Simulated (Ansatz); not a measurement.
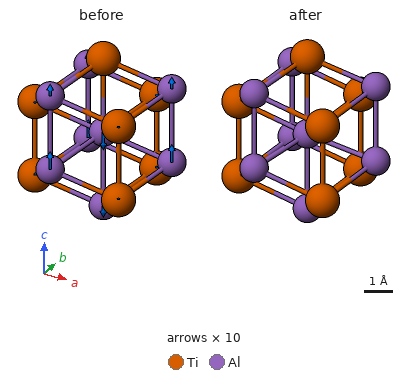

The structure of an interface cell of composition TiAl before (left) and after (right) a relaxation, at one scale. The blue arrows give the displacements (the part carried along by the change of the cell is left out), magnified 10 times.

The picture is a ball-and-stick view of the atoms within 4.2 Å of the atom that moves most (axes of the cell of the calculation), seen slightly off an axis.

Case: antiphase boundary on (1 1 1), species swapped.

Level of theory: DFT PBE, scalar-relativistic, plane waves, PAW in Ansatz.

Input
```yaml
crystal:
  lattice:
    - [4.5061138822, 0.0, 0.0]
    - [-2.2530569411, 3.9024090943, 0.0]
    - [0.0, 0.0, 11.0376797342]
  atoms:
    - { symbol: Ti, position: [0.3333333333, 0.6666666667, 0.0833333333] }
    - { symbol: Ti, position: [1.0, 0.0, 0.25] }
    - { symbol: Ti, position: [0.6666666667, 0.3333333333, 0.4166666667] }
    - { symbol: Al, position: [0.0, 0.0, 0.0] }
    - { symbol: Al, position: [0.6666666667, 0.3333333333, 0.1666666667] }
    - { symbol: Al, position: [0.3333333333, 0.6666666667, 0.3333333333] }
    - { symbol: Al, position: [0.3333333333, 0.6666666667, 0.5833333333] }
    - { symbol: Al, position: [1.0, 0.0, 0.75] }
    - { symbol: Al, position: [0.6666666667, 0.3333333333, 0.9166666667] }
    - { symbol: Ti, position: [1.0, 1.0, 0.5] }
    - { symbol: Ti, position: [0.6666666667, 0.3333333333, 0.6666666667] }
    - { symbol: Ti, position: [0.3333333333, 0.6666666667, 0.8333333333] }
basis:
  ecutwfc: 420
kpoints:
  mp_grid: { grid: [12, 12, 3] }
hamiltonian:
  xc: pbe
scf:
  occupations: { method: gaussian, width: 0.1 }
output:
  forces: true
  stress: true
  eigenvalues: true
  populations: true
  write_density: true
  write_potential: true
  elf: true
  volumetric_format: npy
relax:
  adjacent_minimum: "off"
  f_tol: 0.02
  max_steps: 45
  cell: { fix: [a, b, alpha, beta, gamma], stress_tol: 0.1 }
```

Command:
```bash
ansatz run input.yaml --threads 2 --pin off --max-ram 5120MiB --backend cpu --events-out ev --progress --plain --runs-dir out
```

### Describe what moved and what it gained.

The largest moves relative to the cell, 0.070 Å, are those of Al4 and Al9. Al4 goes along −c. Largest moves by element: Al 0.070 Å, Ti 0.014 Å. The volume changes by +2.3 %, with a = b unchanged at 4.506 Å, c 11.038 → 11.290 Å (+2.3 %). Some distances before and after: Ti2–Al4 2.759 → 2.896 Å, Ti1–Ti12 2.759 → 2.803 Å, Al4–Al8 2.759 → 2.800 Å, Al4–Al9 2.759 → 2.722 Å. The energy falls by 0.129 eV per cell of the calculation in 3 accepted moves (4 points after the start). Largest force component: 0.63 eV/Å at the start, 0.0096 eV/Å at the end. Pressure: 0.99 GPa at the start and −1.45 GPa at the end. The SCF was repeated once at an unchanged geometry on a basis and grid sized afresh for the cell, which shifted the energy by 1.4 meV per cell of the calculation at most.
